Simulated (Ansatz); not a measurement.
## Run report: Ni4HO5, geometry relaxation (part 3 of 3)

Ni4HO5 (slab, 10 atoms in the cell); DFT PBEsol, scalar-relativistic, plane waves, PAW, spin-polarised (Ansatz 0.2.0); cutoff 420 eV, 12×12×1 k-mesh, Gaussian smearing of 0.1 eV, collinear spins. The structure derives from an entry of the Crystallography Open Database. The input holds or restrains some coordinates. Forces given for the steps count only the free coordinates. It belongs to a series of runs on one base structure; here: OH put at a hollow Ni-O site.

Geometry of the input (Å; fractional positions):
```
2.9103  0.0000  0.0000
-1.4552  2.5204  0.0000
0.0000  0.0000  28.1969
O  0.3333  0.6667  0.3015
Ni 0.6667  0.3333  0.3436
O  0.0000  0.0000  0.3857
Ni 0.3333  0.6667  0.4279
O  0.6667  0.3333  0.4684
Ni 0.0000  0.0000  0.5124
O  0.3333  0.6667  0.5569
Ni 0.6667  0.3333  0.5920
O  0.0000  0.0000  0.6240
H  -0.0378  0.1146  0.6552
```

## Output, continued
```
  k-point 1 ↑: bands = ["-101.8154", "-101.5318", "-101.4420", "-101.3402", "-62.3929", "-62.3222", "-62.3206", "-62.0716", "-62.0705", "-62.0687", "-62.0078", "-61.9673", "-61.9625", "-61.8550", "-61.8535", "-61.8508", "-19.1559", "-18.1488", "-17.5439", "-17.0474", "-15.2935", "-7.4696", "-5.5794", "-4.1642", "-3.6637", "-3.6212", "-3.3087", "-3.2153", "-2.8443", "-2.4877", "-2.1550", "-1.7354", "-1.5828", "-0.9478", "-0.6014", "-0.3768", "-0.1964", "-0.1030", "0.0542", "0.1421", "0.1798", "0.2671", "0.3133", "0.4703", "0.5267", "0.5432", "0.6996", "0.8551", "0.8615", "1.1511", "1.6087", "1.7524", "2.2612", "2.4565", "2.7956", "2.8282", "2.9774", "4.4763", "5.2006", "6.0217", "6.7572", "7.8521", "8.3312", "9.6176", "9.7775", "10.8054"]
  k-point 2 ↑: bands = ["-101.8150", "-101.5313", "-101.4415", "-101.3397", "-62.3922", "-62.3264", "-62.3231", "-62.0770", "-62.0719", "-62.0677", "-62.0073", "-61.9694", "-61.9668", "-61.8601", "-61.8548", "-61.8502", "-19.0320", "-17.9494", "-17.4038", "-16.9702", "-15.1936", "-7.3145", "-5.4027", "-4.4696", "-3.8148", "-3.5777", "-3.4432", "-3.2932", "-3.0895", "-2.7077", "-2.5822", "-2.0697", "-1.8280", "-1.3902", "-0.7761", "-0.5631", "-0.2724", "-0.0934", "-0.0503", "0.2074", "0.2571", "0.3857", "0.4989", "0.6075", "0.6431", "0.7338", "0.8857", "0.9087", "1.0191", "1.0698", "1.3915", "1.7188", "1.8216", "2.3510", "2.3848", "2.9123", "3.3566", "5.0033", "6.0739", "6.5934", "7.4881", "8.5384", "9.0450", "10.2645", "10.4220", "11.2934"]
  k-point 73 ↓: bands = ["-100.5397", "-100.1206", "-99.9186", "-99.7773", "-61.0977", "-61.0830", "-61.0756", "-60.7223", "-60.6982", "-60.6981", "-60.5242", "-60.5067", "-60.4981", "-60.3809", "-60.3703", "-60.3537", "-18.2166", "-16.7474", "-16.4378", "-16.1064", "-14.1788", "-6.5513", "-5.7542", "-5.0639", "-4.6878", "-4.1666", "-3.4429", "-2.9723", "-2.9312", "-2.5123", "-2.4042", "-2.2742", "-1.7772", "-1.5299", "-0.6774", "-0.1449", "0.0368", "0.5701", "0.9740", "1.3537", "1.3572", "1.5223", "1.5941", "1.6899", "1.7178", "1.7480", "1.8253", "1.9797", "2.3295", "2.6410", "3.0496", "3.0573", "3.6128", "3.7671", "4.2744", "4.3450", "7.2896", "8.3112", "8.9315", "9.5307", "9.9267", "10.0619", "10.2957", "11.1794", "11.6334", "11.7279"]
--- Relaxed structure (7 steps of the walk, 7 accepted, 0 SCFs on fresh bases) ---
  F+E_penalty+E_count = -26032.18426787 eV   max|allowed force component| = 1.179e-2 eV/Å
  atoms:
    - { symbol: O, position: [0.33333333330000003, 0.6666666667000001, 0.30145183820000004] }
    - { symbol: Ni, position: [0.6666666667, 0.33333333330000003, 0.3435886022] }
    - { symbol: O, position: [0.0, 0.0, 0.3857253661000001] }
    - { symbol: Ni, position: [0.33333333330000003, 0.6666666667000001, 0.4278621301] }
    - { symbol: O, position: [0.6665077199501446, 0.33303959404475225, 0.4684619059351634] }
    - { symbol: Ni, position: [7.425682036437211e-5, 0.002659379136993509, 0.5126447217166489] }
    - { symbol: O, position: [0.33348245749887123, 0.6712862164729408, 0.5546745565660729] }
    - { symbol: Ni, position: [0.6667476989385047, 0.3379690359955726, 0.5985796498645409] }
    - { symbol: O, position: [6.218948697981046e-5, 0.005106978777999397, 0.635674270839085] }
    - { symbol: H, position: [0.0002595586234798832, 0.006988950732153777, 0.6701688886815927] }
--- Löwdin populations: 10 sites ---
  site symbol       q [e]    m [muB]
     0      O      6.5185     0.3787
     1     Ni     16.9330     0.5867
     2      O      6.8606     0.0990
     3     Ni     16.9893     1.0945
     4      O      6.8870     0.3199
     5     Ni     16.9923     1.2931
     6      O      6.9325     0.3768
     7     Ni     16.9276     1.4388
     8      O      6.8012     0.2409
     9      H      0.6347     0.0057
  spilling = 0.005079 (of n_electrons = 103.000000)
```

## File populations.tsv
```
# site	symbol	l	j	q_up	q_dn
# orbitals = lowdin
# n_electrons = 103.000000
# spilling = 0.005079
0	O	0_2S	-	0.962523	0.956796
0	O	1_2P	-	2.486111	2.113113
1	Ni	0_3S	-	0.998802	0.998819
1	Ni	0_4S	-	0.245486	0.250023
1	Ni	1_3P	-	2.999435	2.999032
1	Ni	2_3D	-	4.516124	3.925273
2	O	0_2S	-	0.937973	0.905754
2	O	1_2P	-	2.541849	2.475045
3	Ni	0_3S	-	0.998602	0.998628
3	Ni	0_4S	-	0.247047	0.236797
3	Ni	1_3P	-	2.999241	2.998858
3	Ni	2_3D	-	4.797028	3.713143
4	O	0_2S	-	0.937727	0.894992
4	O	1_2P	-	2.665722	2.388603
5	Ni	0_3S	-	0.998689	0.998704
5	Ni	0_4S	-	0.247210	0.236150
5	Ni	1_3P	-	2.999276	2.998805
5	Ni	2_3D	-	4.897557	3.615934
6	O	0_2S	-	0.937411	0.894594
6	O	1_2P	-	2.717231	2.383252
7	Ni	0_3S	-	0.998539	0.998583
7	Ni	0_4S	-	0.239518	0.236457
7	Ni	1_3P	-	2.999097	2.998692
7	Ni	2_3D	-	4.946020	3.510663
8	O	0_2S	-	0.874944	0.836546
8	O	1_2P	-	2.646136	2.443591
9	H	0_1S	-	0.320208	0.314502
```

## Trajectory as extended XYZ (Å, eV, eV/Å), 7 frames, from step=1 to step=7
```
10
Lattice="2.9103 0.0000 0.0000 -1.4552 2.5204 0.0000 0.0000 0.0000 28.1969" Properties=species:S:1:pos:R:3:forces:R:3 step=1 energy=-26031.71536
O     0.0000    1.6803    8.5000   -0.0013  -0.0002   3.6589
Ni    1.4551    0.8401    9.6881   -0.0013   0.0010  -3.7390
O     0.0000    0.0000   10.8763    0.0068  -0.0041  -0.0956
Ni    0.0000    1.6803   12.0644   -0.0051   0.0063   0.1960
O     1.4551    0.8401   13.2072    0.0068  -0.0127   0.1501
Ni    0.0000    0.0000   14.4490    0.0002  -0.0017  -0.5264
O     0.0000    1.6803   15.7036   -0.0875   0.0576  -1.6866
Ni    1.4551    0.8401   16.6935   -0.1925  -0.0013  -0.4818
O     0.0000    0.0000   17.5935    0.1275   0.0935   1.8031
H    -0.2767    0.2889   18.4735    0.1464  -0.1384   0.7208
10
Lattice="2.9103 0.0000 0.0000 -1.4552 2.5204 0.0000 0.0000 0.0000 28.1969" Properties=species:S:1:pos:R:3:forces:R:3 step=2 energy=-26031.98517
O     0.0000    1.6803    8.5000   -0.0012  -0.0002   3.6589
Ni    1.4551    0.8401    9.6881   -0.0012   0.0010  -3.7169
O     0.0000    0.0000   10.8763    0.0064  -0.0038  -0.1202
Ni    0.0000    1.6803   12.0644   -0.0056   0.0058   0.1399
O     1.4550    0.8401   13.2055    0.0036  -0.0102   0.1598
Ni   -0.0008    0.0008   14.4371    0.0038  -0.0047  -0.2557
O    -0.0015    1.6820   15.6995   -0.0614   0.0487  -1.1236
Ni    1.4561    0.8404   16.7502   -0.0462  -0.0621  -0.1233
O     0.0089   -0.0031   17.7229   -0.1001   0.2337   1.2727
H    -0.2342    0.2548   18.6322    0.2018  -0.2081   0.1093
10
Lattice="2.9103 0.0000 0.0000 -1.4552 2.5204 0.0000 0.0000 0.0000 28.1969" Properties=species:S:1:pos:R:3:forces:R:3 step=3 energy=-26032.12741
O     0.0000    1.6803    8.5000   -0.0003  -0.0008   3.6593
Ni    1.4551    0.8401    9.6881   -0.0021   0.0026  -3.7033
O     0.0000    0.0000   10.8763    0.0094  -0.0082  -0.0846
Ni    0.0000    1.6803   12.0644   -0.0169   0.0135   0.1146
O     1.4527    0.8411   13.2302    0.0022  -0.0074  -0.1455
Ni   -0.0067    0.0058   14.4232    0.0182  -0.0079   0.0186
O    -0.0120    1.6945   15.6195   -0.0098   0.0182  -0.0814
Ni    1.4538    0.8475   16.8110   -0.0485   0.0322   0.0716
O    -0.0036    0.0168   17.8611    0.2446  -0.2765  -1.8786
H    -0.1300    0.1613   18.7751   -0.1967   0.2344   2.0301
10
Lattice="2.9103 0.0000 0.0000 -1.4552 2.5204 0.0000 0.0000 0.0000 28.1969" Properties=species:S:1:pos:R:3:forces:R:3 step=4 energy=-26032.17455
O     0.0000    1.6803    8.5000    0.0000  -0.0007   3.6544
Ni    1.4551    0.8401    9.6881   -0.0021   0.0029  -3.7044
O     0.0000    0.0000   10.8763    0.0080  -0.0087  -0.0705
Ni    0.0000    1.6803   12.0644   -0.0114   0.0111   0.1460
O     1.4539    0.8403   13.2314    0.0011  -0.0028  -0.1300
Ni   -0.0046    0.0057   14.4382    0.0085  -0.0043   0.1563
O    -0.0119    1.6969   15.6418   -0.0031   0.0083   0.0355
Ni    1.4542    0.8477   16.8744   -0.0250   0.0180   0.0795
O    -0.0032    0.0149   17.9408   -0.0283   0.0342  -0.1061
H    -0.0965    0.1281   18.9034    0.0524  -0.0580  -0.0600
10
Lattice="2.9103 0.0000 0.0000 -1.4552 2.5204 0.0000 0.0000 0.0000 28.1969" Properties=species:S:1:pos:R:3:forces:R:3 step=5 energy=-26032.18109
O     0.0000    1.6803    8.5000   -0.0002   0.0001   3.6468
Ni    1.4551    0.8401    9.6881   -0.0001  -0.0001  -3.7322
O     0.0000    0.0000   10.8763    0.0014  -0.0005  -0.0708
Ni    0.0000    1.6803   12.0644   -0.0045  -0.0004   0.1407
O     1.4565    0.8351   13.1957   -0.0034   0.0112   0.0551
Ni   -0.0074    0.0136   14.4693    0.0017  -0.0007  -0.1081
O    -0.0110    1.7020   15.6317   -0.0001  -0.0060   0.0690
Ni    1.4429    0.8615   16.8867    0.0002   0.0049  -0.1662
O    -0.0134    0.0237   17.9157   -0.0025   0.0002   0.1562
H    -0.0255    0.0395   18.8886    0.0075  -0.0088   0.0094
10
Lattice="2.9103 0.0000 0.0000 -1.4552 2.5204 0.0000 0.0000 0.0000 28.1969" Properties=species:S:1:pos:R:3:forces:R:3 step=6 energy=-26032.18427
O     0.0000    1.6803    8.5000    0.0000   0.0000   3.6506
Ni    1.4551    0.8401    9.6881   -0.0004   0.0005  -3.7196
O     0.0000    0.0000   10.8763    0.0016  -0.0020  -0.0747
Ni    0.0000    1.6803   12.0644   -0.0044   0.0057   0.1374
O     1.4551    0.8394   13.2092   -0.0001   0.0019   0.0004
Ni   -0.0037    0.0067   14.4550   -0.0001  -0.0006   0.0036
O    -0.0063    1.6919   15.6401    0.0014  -0.0027   0.0099
Ni    1.4486    0.8518   16.8781   -0.0010   0.0011  -0.0117
O    -0.0073    0.0129   17.9240    0.0020  -0.0018   0.0039
H    -0.0094    0.0176   18.8967    0.0010  -0.0021   0.0000
10
Lattice="2.9103 0.0000 0.0000 -1.4552 2.5204 0.0000 0.0000 0.0000 28.1969" Properties=species:S:1:pos:R:3:forces:R:3 step=7 energy=-26032.18427
O     0.0000    1.6803    8.5000    0.0000   0.0000   3.6508
Ni    1.4551    0.8401    9.6881   -0.0003   0.0005  -3.7198
O     0.0000    0.0000   10.8763    0.0016  -0.0020  -0.0748
Ni    0.0000    1.6803   12.0644   -0.0044   0.0057   0.1375
O     1.4551    0.8394   13.2092   -0.0001   0.0019   0.0003
Ni   -0.0037    0.0067   14.4550   -0.0001  -0.0006   0.0036
O    -0.0063    1.6919   15.6401    0.0015  -0.0027   0.0099
Ni    1.4486    0.8518   16.8781   -0.0010   0.0012  -0.0118
O    -0.0073    0.0129   17.9240    0.0019  -0.0018   0.0042
H    -0.0094    0.0176   18.8967    0.0010  -0.0021  -0.0001
```

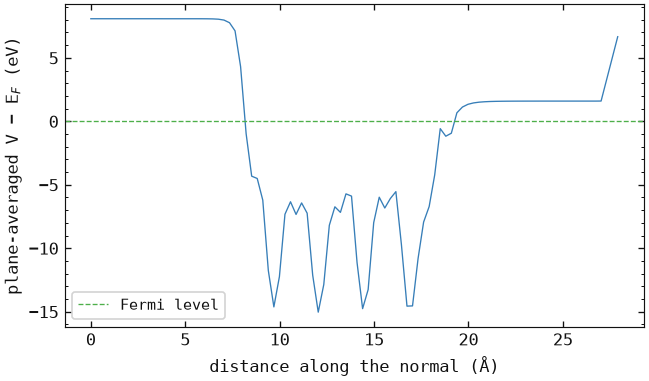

Figure 1. Plane average of the electrostatic potential energy of an electron across the cell, from the Fermi level. The vacuum level lies 1.59 eV above the Fermi level on the upper side and 8.08 eV on the lower.

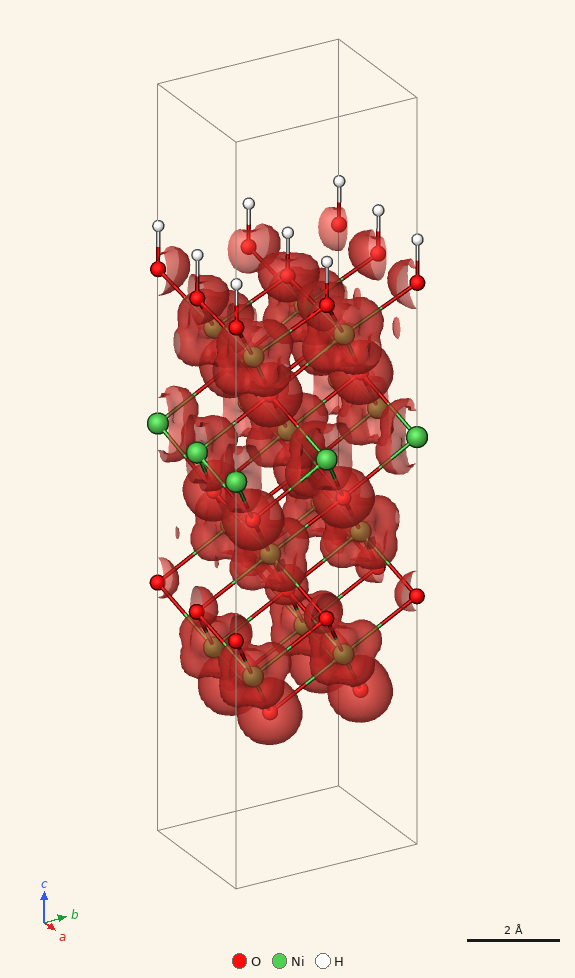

Figure 2. Isosurface of the magnetisation density (up minus down) at +0.05 e/Å³ (red), seen slightly off an axis. Sticks mark near contacts. The cell of the calculation (10 atoms) carries 5.8 μB net. In a PAW calculation such maps are meaningful between the atoms, not at the nuclei.

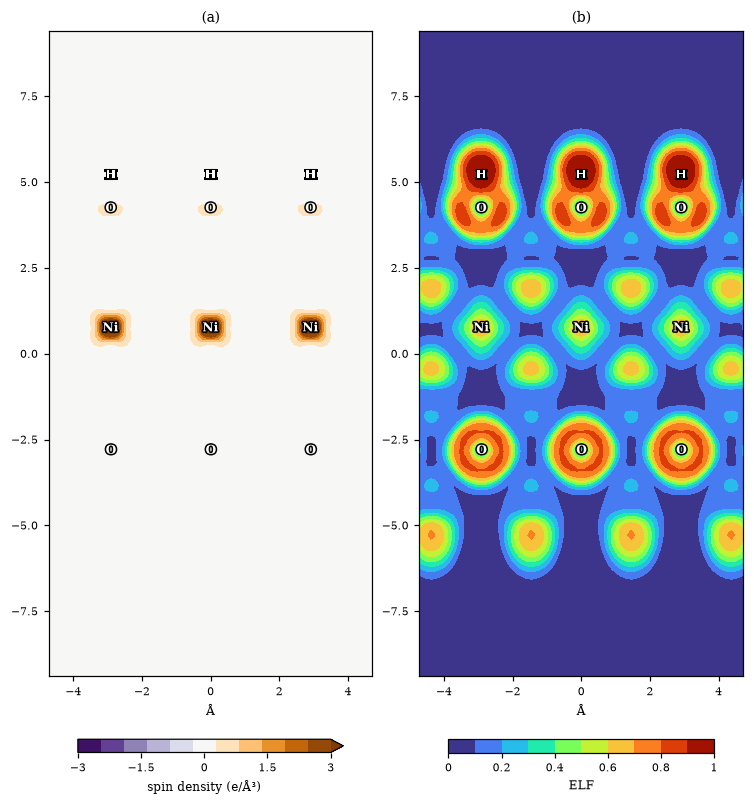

Figure 3. (a) magnetisation density (up minus down); (b) electron localisation function on the (010) plane of the calculation cell, a cut from vacuum to vacuum. O–H (0.97 Å): the ELF climbs to about 1 towards the hydrogen, as it does in any bond to H (a covalent bond by its length). The strong features right at Ni lie inside the PAW spheres (semicore, d or f shells) and say nothing about bonding. The cell of the calculation (10 atoms) carries 5.8 μB net.

## Key numbers

| quantity | value |
| --- | --- |
| outcome | converged under the restraints of the input |
| electrons treated | 103 |
| free energy | −26032.1843 eV |
| work function, top face | 1.59 eV |
| work function, bottom face | 8.08 eV |
| Fermi energy | 2.418 eV |
| gap on the k-point mesh | none (metallic) |
| net moment of the cell | 5.83 μB |
| integrated absolute moment | 5.90 μB |
| final volume | 206.83 Å³ |
| work function (upper face) | 1.59 eV |
| largest force (length of the vector) at the end, held atoms and coordinates included | 3.720 eV/Å |
| wall time | 4.4 min (CPU time 17 min) |
| peak memory | 1.7 GiB |

The electronic state found may not be the lowest one. The program warns: another magnetic order may lie lower; the exchange-correlation potential is rough where the density is thin.
